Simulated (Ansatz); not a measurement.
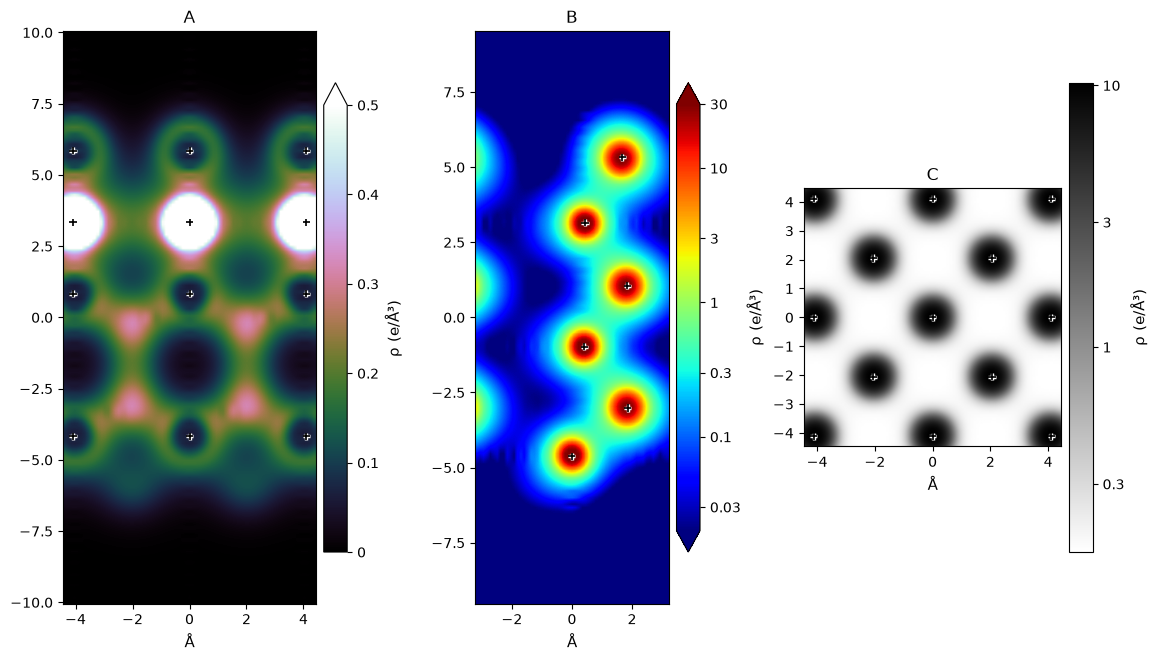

The valence pseudo-density of 3 systems, each on a plane through atoms (crosses mark nuclei in the plane).

All numbers below come from DFT PBE, scalar-relativistic, plane waves, PAW in Ansatz 0.2.0.

System 1: GaAs (slab), the (100) plane of the calculation cell, a cut from vacuum to vacuum. 

```xyz
12
Lattice="4.0626 0.0000 0.0000 0.0000 5.7454 0.0000 0.0000 0.0000 25.1565" Properties=species:S:1:pos:R:3 pbc="T T T"
Ga    2.0313    2.5553    7.9610
As    0.0000    1.3597    7.2544
Ga    0.0000    0.1164    9.4284
As    2.0313    4.4184    9.5620
Ga    2.0313    2.9619   11.6054
As    0.0000    1.5155   11.5202
Ga    0.0000    0.0892   13.5511
As    2.0313    4.3882   13.6363
Ga    2.0313    2.9891   15.7281
As    0.0000    1.5457   15.5945
Ga    0.0000    5.4280   17.1955
As    2.0313    4.2323   17.9021
```

System 2: Ti, the (010) plane of the conventional cell. Space group Fm-3m; computed without spin polarisation.

System 3: Al8Cu3 (slab), the (010) plane of the calculation cell, a cut from vacuum to vacuum. Computed without spin polarisation.

```xyz
11
Lattice="4.0890 0.0000 0.0000 2.0443 3.5413 0.0000 0.0000 0.0000 33.6856" Properties=species:S:1:pos:R:3 pbc="T T T"
Al    0.0002    0.0001   11.0000
Al    4.0893    2.3611   12.6695
Cu    0.0004    0.0002   13.5042
Al    2.0450    1.1808   14.3386
Al    0.0007    0.0004   16.0081
Cu    2.0452    1.1809   16.8428
Al    4.0897    2.3614   17.6775
Al    2.0454    1.1810   19.3470
Cu    4.0899    2.3615   20.1814
Al    0.0011    0.0006   21.0161
Al    4.0901    2.3616   22.6856
```

Match each panel to its system.

Answer. Panel A is system 3, Al8Cu3: the plane holds Al and Cu. Al–Cu (2.50 Å): the density is about 0.32 e/Å³ at the midpoint, with its minimum of 0.27 e/Å³ about 1.0 Å from Al. Panel B is system 1, GaAs: the plane holds Ga and As. Ga–As (2.46 Å): ρ at the midpoint is about 0.49 e/Å³. Panel C is system 2, Ti: the plane holds Ti. Ti–Ti (2.91 Å): ρ at the midpoint is about 0.19 e/Å³.
